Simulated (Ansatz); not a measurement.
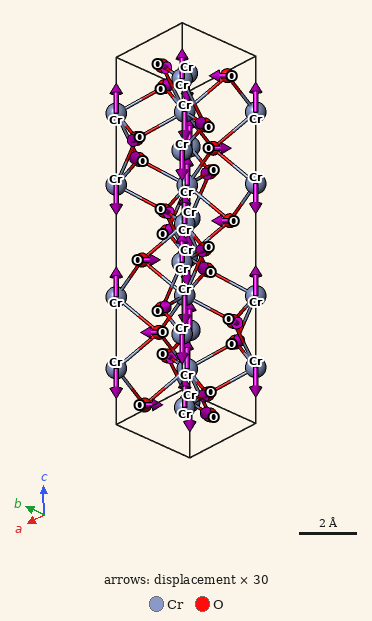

A relaxation of solid Cr₂O₃ (set up in R-3c). The starting structure is drawn; purple arrows show the displacements (the part carried along by the change of the cell is left out), magnified 30 times.

Style: ball-and-stick. Shown: the conventional cell (3 times the calculation's cell), from a free direction. Lengths and directions refer to the drawn axes.

Computed with Ansatz 0.2.0, DFT PBEsol, scalar-relativistic, plane waves, PAW.

The input:
```yaml
crystal:
  lattice:
    - [2.4785, 1.4309626422, 4.5307666667]
    - [-2.4785, 1.4309626422, 4.5307666667]
    - [0.0, -2.8619252844, 4.5307666667]
  atoms:
    - { symbol: Cr, position: [0.34748, 0.34748, 0.34748], spin: 2.65 }
    - { symbol: Cr, position: [0.15252, 0.15252, 0.15252], spin: 2.65 }
    - { symbol: Cr, position: [0.65252, 0.65252, 0.65252], spin: 2.65 }
    - { symbol: Cr, position: [0.84748, 0.84748, 0.84748], spin: 2.65 }
    - { symbol: O, position: [0.5558, 0.9442, 0.25] }
    - { symbol: O, position: [0.25, 0.5558, 0.9442] }
    - { symbol: O, position: [0.9442, 0.25, 0.5558] }
    - { symbol: O, position: [0.4442, 0.0558, 0.75] }
    - { symbol: O, position: [0.75, 0.4442, 0.0558] }
    - { symbol: O, position: [0.0558, 0.75, 0.4442] }
basis:
  ecutwfc: 420
kpoints:
  mp_grid: { grid: [12, 12, 12] }
hamiltonian:
  xc: pbesol
scf:
  occupations: { method: gaussian, width: 0.02 }
output:
  forces: true
  stress: true
  eigenvalues: true
  populations: true
  write_density: true
  write_potential: true
  elf: true
  volumetric_format: npy
magnetization:
  spin_polarized: true
relax:
  adjacent_minimum: "off"
  f_tol: 0.005
  max_steps: 80
  cell: { stress_tol: 0.05 }
```

Command:
```bash
ansatz run input.yaml --threads 2 --pin off --max-ram 5120MiB --backend cpu --events-out ev --progress --plain --runs-dir out
```

**Which element moves most?**

Chromium: up to 0.038 Å, against 0.023 Å for oxygen.

**Describe the change and its energy.**

The largest moves relative to the cell, 0.038 Å, are those of Cr1, Cr2, Cr3 and Cr4. Cr4 goes along +c. Largest moves by element: Cr 0.038 Å, O 0.023 Å. The volume changes by −0.7 %, with a = b 4.957 → 4.972 Å (+0.3 %), c 13.592 → 13.417 Å (−1.3 %). Near-neighbour distances that change, for instance: Cr1–Cr2 2.650 → 2.692 Å, Cr1–O10 1.964 → 1.957 Å. Bond angles that change, for instance: O5–Cr4–O10 167.0° → 164.7°. The space group stays R-3c (No. 167). The energy falls by 6.1 meV per atom in 6 accepted moves (8 points after the start). Largest force component: 0.57 eV/Å at the start, under 0.0001 eV/Å at the end. The pressure goes from −1.31 to 0.00 GPa. The SCF was repeated twice at an unchanged geometry on a basis and grid sized afresh for the cell, which shifted the energy by 0.3 meV per atom at most. The run may lie on a higher electronic state than the lowest, so the end point isn't shown to be the ground-state structure.
